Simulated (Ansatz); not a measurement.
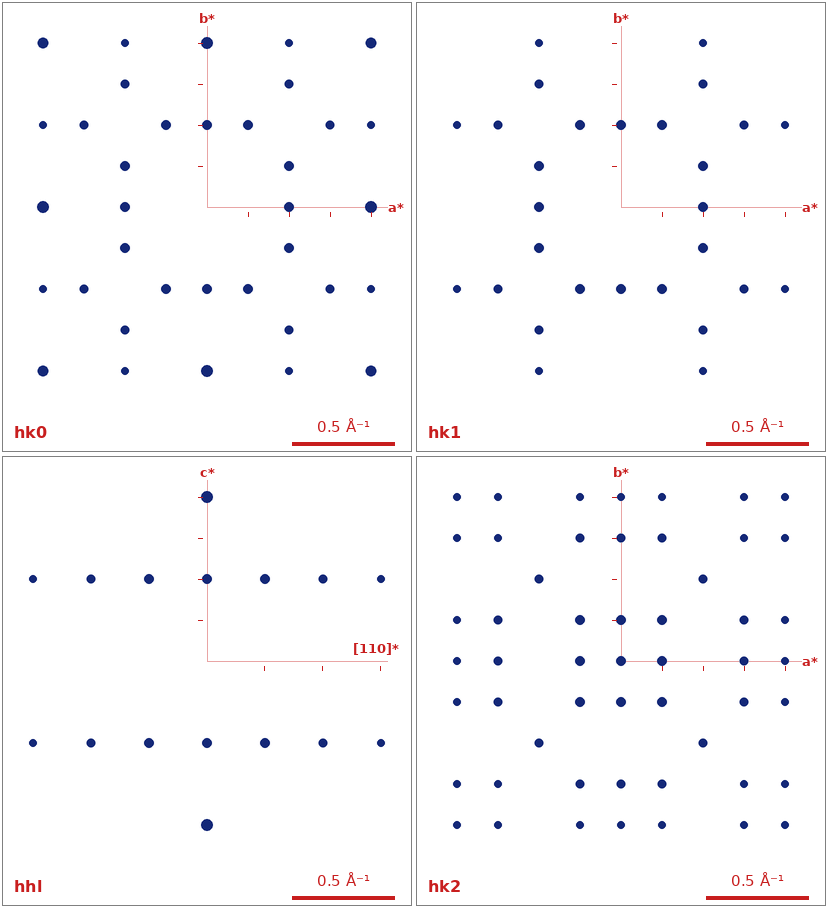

Four undistorted layers of reciprocal space, calculated for a single crystal (X-rays, kinematic |F|², B = 0.5 Å²). Tick marks count the reciprocal lattice steps of the conventional cell along each axis.

The compound is Re. Structure: the geometry relaxed with Ansatz 0.2.0, DFT, revPBE, plane waves (420 eV) with PAW, scalar-relativistic; the starting structure was generated, so it need not be a known form of this composition.

Question: What cell do the layers give?

Answer: a* = 0.201, b* = 0.201, c* = 0.201 Å⁻¹; the cell is cubic with a = 4.97 Å.

Question: Which reflection conditions do the layers show?

Answer: Reflections are present only under these conditions. hkl: no condition; hk0: no condition; hhl: l = 2n; h00: h = 2n. The lattice is primitive (P). Further gaps, such as 0 4 1, 4 0 1, 1 4 0, come from atoms on special positions, not from the group's general conditions. A few very weak reflections are below the display threshold.

Question: Which space groups fit?

Answer: The intensities have Laue symmetry m-3m (the hk0 layer shows 4mm, hk1 shows 4mm). With these conditions the candidates are P-43n (No. 218), Pm-3n (No. 223). Diffraction geometry alone does not choose among them; the structure has Pm-3n.
